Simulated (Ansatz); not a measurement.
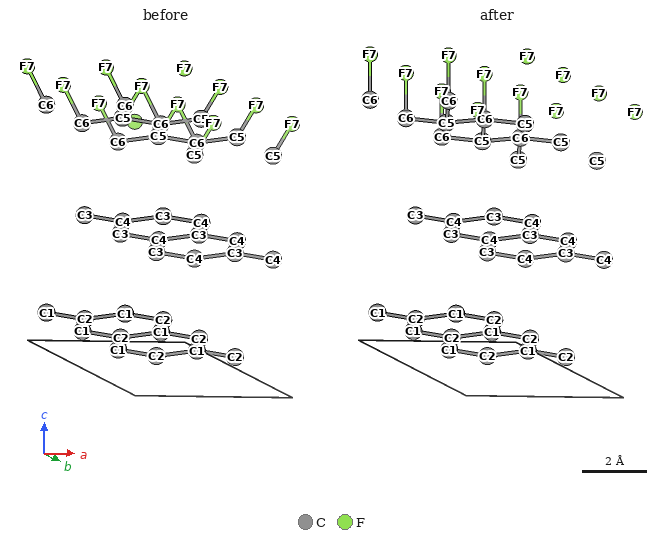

The structure of a slab of composition C₆F (cut from the C2/m phase) before (left) and after (right) a constrained relaxation, at one scale.

A ball-and-stick model of the 2 × 3 repeat of the cell, outlined in the plane, without the vacuum, seen from a free direction.

Case: F put at a bridge C-C site. The slab is the (0 0 1) face of C with F on it. 2 atoms are held fixed.

Level of theory: Ansatz 0.2.0, DFT PBE+D3(BJ), scalar-relativistic, plane waves, PAW. (plane-wave cutoff 420 eV; k-point mesh 12 × 12 × 1; occupations gaussian; smearing width 0.05 eV; collinear spin; dipole correction; atoms relaxed in a fixed cell; force threshold 0.03 eV/Å; at most 70 steps)

Summarise the run.

Answer. The largest move is that of F7, 0.63 Å at 44° to the normal (+c side). Largest moves by element: F 0.63 Å, C 0.34 Å. The cell stays as it was. Among the contacts that change: C5–F7 1.345 → 2.289 Å, C6–F7 1.344 → 1.473 Å, C5–C6 1.423 → 1.460 Å. Bonds break: C5–F7 (1.34 → 2.29 Å). Bond angles that change, for instance: C5–C6–F7 58.1° → 102.6°, C6–C5–C6 120.0° → 115.2°, C5–C6–F7 105.4° → 102.9°. After 13 geometry steps the energy has fallen by 4.816 eV per cell of the calculation. The largest force component goes from 20 to 0.0098 eV/Å. The forces were under the threshold at step 10, but the run went on from there. The program noted that the starting moments weren't kept. The run may lie on a higher electronic state than the lowest, so the end point isn't shown to be the ground-state structure. Cost: 7 min on 1 thread of Intel(R) Xeon(R) 6975P-C (Granite Rapids), on a shared host, peak memory 0.83 GiB.

Limits of the set-up: the periodic images lie only 2.5 Å apart, so the values are limited by the cell's size.
